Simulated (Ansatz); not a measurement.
# A defect in a wire: Al wire of staggered 3-rings, Pd in place of one Al, part 2 of 4

Aim: how much does this defect scatter, and at which energies?

Ansatz 0.2.0; DFT PBE, plane waves, PAW; relaxation of a wire's period (the session's first sound run).

So far. Step 2 (Relaxing the period): The cell's length comes to 4.297 Å with spin left out.

### 3. The perfect wire

This step: DFT PBE, plane waves, PAW; channels and complex bands of a perfect wire (Ansatz 0.2.0).

At the relaxed period the Bloch states of the perfect wire are found at each energy: those that move forward count the open channels, and those that decay describe how a disturbance dies away inside the wire itself. An energy step of 0.035 eV is under the 0.039 eV that the program asks for its thermal average at 300 K.

input.yaml

```yaml
crystal:
  lattice:
    - [10.033, 0.0, 0.0]
    - [0.0, 9.6, 0.0]
    - [0.0, 0.0, 4.2971976369]
  atoms:
    - { symbol: Al, position: [0.418531576, 0.648345437, 0.0] }
    - { symbol: Al, position: [0.418531576, 0.351610519, 0.0] }
    - { symbol: Al, position: [0.663898635, 0.499977978, 0.0] }
    - { symbol: Al, position: [0.336068799, 0.499977978, 0.5] }
    - { symbol: Al, position: [0.581435858, 0.648345437, 0.5] }
    - { symbol: Al, position: [0.581435858, 0.351610519, 0.5] }
kpoints:
  mp_grid: { grid: [1, 1, 19] }
scf:
  occupations: { method: fermi_dirac, width: 0.05 }
hamiltonian:
  xc: pbe
output:
  transmission:
    e_range: [-1.26, 1.26]
    de: 0.035
    kmesh: [1, 1]
    reduced_basis: true
    leads: [[0, 0]]
basis:
  ecutwfc: "350 eV"
```

Command:

```
> ansatz run input.yaml --threads 4 --pin off --max-ram 16384MiB --backend cpu --events-out ev --progress --plain --runs-dir out
```

Numbers of over 12 decimals in the logs are rounded to 6 here.

Log:

```text
Warning: basis.ecutwfc = 350 eV is below the records' recommended 420 eV, and the density's cutoff is lower with it unless basis.ecutrho_ratio is high enough to keep the records' density cutoff: compare with a run at a higher cutoff
[...]
Crystal: 6 atoms, lattice volume = 413.892 Å³
Basis set: ecut = 350 eV, 6143 PW (Γ)
Bands: 15, of which v1, the nominal top of the filled ones, is band 9 counted from 1 (8 counted from 0)
Symmetry: 8 space group operations
[...]
k-points: 10 of 19
[...]
SCF iter   1: F=—  HF=-3220.381111 eV  |F-HF|=—  |Δ(HF+E_count)|=         —  Δρ=1.60e-3  dr2=2.98e-2  ethr=1.77e-3  ⟨swp⟩=8.9  Hψ=1160  notcnv=0
[...]
SCF iter   6: F=-3220.377958 eV  HF=-3220.377958 eV  |F-HF|=1.03e-8  |Δ(HF+E_count)|=   1.37e-7  Δρ=9.81e-7  dr2=1.68e-8  ethr=5.56e-10  ⟨swp⟩=6.8  Hψ=634  notcnv=0
SCF 1 converged in 6 iterations: F = -3220.377958 eV  dr2 = 1.68e-8
[...]
transmission: 5 of 30 steps passed
transmission: 10 of 30 steps passed
[...]
transmission: 30 of 30 steps passed
SCF converged after 6 iterations
Free energy (F): -3220.377958 eV
[...]
Internal energy: -3220.351846 eV  (E = F + TS)
E sigma→0 (E₀):  -3220.364902 eV
Entropy (-TS):   -0.026112 eV (-4.352 meV/atom)
Fermi energy:    -1.151511 eV
[...]
--- Band table (eV; the first three rows and the last of 10) ---
  k-point 0: bands = [... 5 lower, -3.1804, -2.9808, -1.9356, -0.3532, -0.3292, 0.1094, 0.1621, 0.4225, ... 2 higher]
  k-point 1: bands = [... 5 lower, -3.4142, -2.9607, -1.5365, -0.6292, -0.6089, 0.1180, 0.1817, 0.4278, ... 2 higher]
  k-point 2: bands = [... 5 lower, -3.3538, -2.9000, -1.1788, -1.1611, -0.7971, 0.1410, 0.2401, 0.4375, ... 2 higher]
  k-point 9: bands = [... 5 lower, -4.9517, -1.8230, -1.7825, -1.4545, -1.4145, -1.3980, -1.0570, 1.8452, ... 2 higher]
--- Transmission ---
  basis      : 707 plane waves across, 5 finite elements along
  points     : 1, standing for a mesh of 1 x 1
  filling    : by the input's occupations and mesh, since the crystals that have channels conduct as metals do. If one of these is a semiconductor, that mesh has misplaced its level
  energies   : 73 from -1.260000 to 1.260000 eV about the Fermi level, 0.035000 eV apart; the leads are filled to 0.000000 eV, and channels, transmission and decay are at 0.000000 eV
  crystal 0  : Al6, at the sites [0, 0], period 4.2972 Å: whole cells are its period
    offset         : up to 0.0000 Å between an atom of the period and one for which it stands
    filled         : 24.2 meV over the level at which it is neutral
    channels       : 6.000000e0 a spin
    conductance    : 4.8266e14 S/m² at 300 K; may be off by some 0.0 % by where its bands' edges are placed, 0.0 % from the distance to neutral
```

Run time: 39 s. Hardware: 4 threads of Arm Neoverse V1, shared host; peak memory 0.89 GiB.

This step gave:

| Item | Value |
| --- | --- |
| energy at zero smearing | -3220.3649 eV |
| channels at the energy nearest the Fermi level, one spin | 6 |
| conductance of the lead as this run defines it | 6.000 G₀ |
| band gap | 0 eV |

Table of open channels of the lead, one spin by energy, zero at the Fermi level:

```tsv
energy (eV)	open channels of the lead, one spin
-1.190	5
-1.015	5
-0.805	5
-0.595	6
-0.385	6
-0.210	6
0.000	6
0.210	6
0.385	6
0.595	6
0.805	5
1.015	4
1.190	4
```

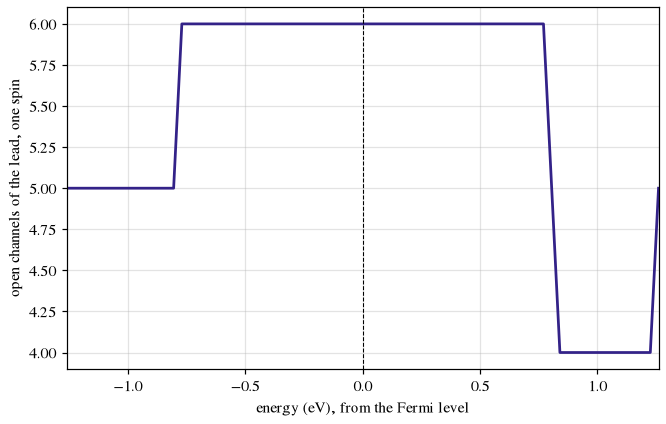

Open channels of the lead, one spin against energy.

The slowest values at each energy, most degenerate partners merged, listed up to 1.5 1/Å. Im kz of the slowest decaying states against energy, zero at the Fermi level:

```tsv
energy (eV)	decay 1 (Å⁻¹)	decay 2 (Å⁻¹)	decay 3 (Å⁻¹)	decay 4 (Å⁻¹)
-1.015	0.0467	0.817	0.850	0.906
-0.490	0.719	0.758	0.819	0.827
0.000	0.614	0.659	0.729	0.737
0.490	0.487	0.537	0.622	0.633
1.015	0.0548	0.0583	0.294	0.336
```

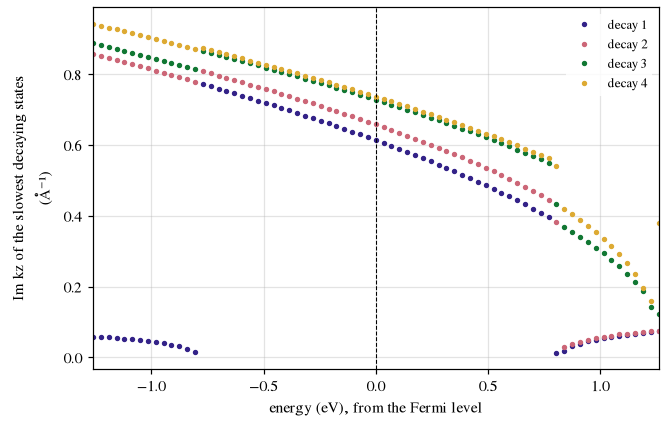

Im kz of the slowest decaying states against energy.

By hand: the program gives 4.8266 × 10^14 S/m² over the cell's cross-section of 96.32 Å² = 9.632 × 10^-19 m², so one cell conducts 4.649 × 10^-4 S. Divided by G0 = 2e²/h = 7.748 × 10^-5 S this is 6.00 G0, a resistance of 2.15 kΩ.

At the computed energy nearest the Fermi level there are 6 channels a spin, and the thermal average gives 6.00 G₀.

[end of part 2 of 4]

[Logs are printed without paths, hosts, clocks, repeated set-up lines and the standing remarks that a program may print on its own settings, such as how far it seeks lower states.]

[Hosts, paths, dates, database ids (printed as entryN), source tags and the programs' standing remarks are cut or masked in the printed files.]
